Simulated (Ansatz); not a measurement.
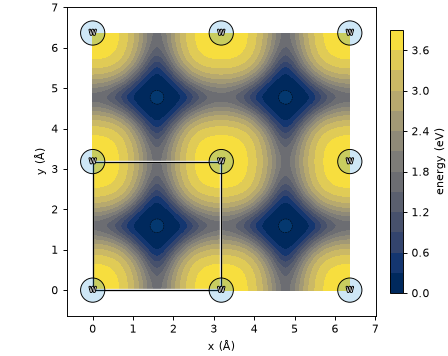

Energy landscape of C on a W(100) slab cut from the Im-3m phase, its upper half relaxed before the scan (16 atoms of substrate and one adsorbate in a 2 × 2 cell). 
- C is moved over the surface cell; relaxed at each place: the height of the adsorbate's atoms; substrate rigid; the origin of the map has the adsorbate above W13.
- Places are given modulo a cell vector. The map is drawn in real space over the plane of the surface.
- The scan uses an 8 × 8 grid; 15 points were computed and 49 follow by symmetry.
- Places are given in fractions of the 1 × 1 surface cell.
- Energies are in eV, from the lowest grid point.
- Method: Ansatz, DFT PBE, scalar-relativistic, plane waves, PAW. Settings: cutoff 420 eV, k-mesh 4×4×1, gaussian smearing 0.1 eV, no spin polarisation.

In the figure: filled contours, labelled circles for the atoms of the top layer and small ones for the second layer, the outline of one cell of the 2 × 2 shown. Between grid points the surface is interpolated. 

Question: Summarise what can be read from the map.

Answer: The lowest grid point is at a fourfold hollow over a second-layer W atom, (4/8, 4/8) of the cell vectors. No other kind of well shows on this grid. The highest grid point, the top site over a surface W atom, (0/8, 0/8) of the cell vectors, lies 3.87 eV above the lowest. On the interpolated surface the easiest way out of the lowest well to its copy in the next cell or period passes a barrier of about 1.7 eV. At the lowest point the adsorbate has 1 W at 2.09 Å as nearest neighbours, at the highest 1 W at 1.83 Å. Its relaxed height above the top atom is 0.70 Å at the lowest and 1.83 Å at the highest point.

The input of one point:

```yaml
crystal:
  lattice:
    - [6.3673983413, 0.0, 0.0]
    - [0.0, 6.3673983413, 0.0]
    - [0.0, 0.0, 20.1425775435]
  atoms:
    - { symbol: W, position: [0.25, 0.25, 0.1985843168] }
    - { symbol: W, position: [0.25, 0.75, 0.1985843168] }
    - { symbol: W, position: [0.75, 0.25, 0.1985843168] }
    - { symbol: W, position: [0.75, 0.75, 0.1985843168] }
    - { symbol: W, position: [0.0, 0.0, 0.2776134074] }
    - { symbol: W, position: [0.0, 0.5, 0.2776134074] }
    - { symbol: W, position: [0.5, 0.0, 0.2776134074] }
    - { symbol: W, position: [0.5, 0.5, 0.2776134074] }
    - { symbol: W, position: [0.25, 0.25, 0.3599451791] }
    - { symbol: W, position: [0.25, 0.75, 0.3599451791] }
    - { symbol: W, position: [0.75, 0.25, 0.3599451791] }
    - { symbol: W, position: [0.75, 0.75, 0.3599451791] }
    - { symbol: W, position: [0.0, 0.0, 0.4290700892] }
    - { symbol: W, position: [0.0, 0.5, 0.4290700892] }
    - { symbol: W, position: [0.5, 0.0, 0.4290700892] }
    - { symbol: W, position: [0.5, 0.5, 0.4290700892] }
    - { symbol: C, position: [0.25, 0.25, 0.4538931288] }
basis:
  ecutwfc: 420
kpoints:
  mp_grid: { grid: [4, 4, 1] }
hamiltonian:
  xc: pbe
  pseudopotentials: { kind: paw, azcp: { folder: soft_1 } }
scf:
  occupations: { method: gaussian, width: 0.1 }
output:
  forces: true
  eigenvalues: true
relax:
  adjacent_minimum: "off"
  f_tol: 0.025
  max_steps: 16
  constraints:
    - { sites: [0, 1, 2, 3, 4, 5, 6, 7, 8, 9, 10, 11, 12, 13, 14, 15] }
    - { sites: [16], fix: xy }
efield:
  axis: 3
  dipole_correction: true
  ramp_width: 0.04
```

Each point was launched as `ansatz run input.yaml --threads 4 --pin off --max-ram 12288MiB --backend cpu --events-out ev --progress --plain --runs-dir out`. Time for the 15 points that were run: 28 min on 4 threads of Arm Neoverse V1, on a shared host.
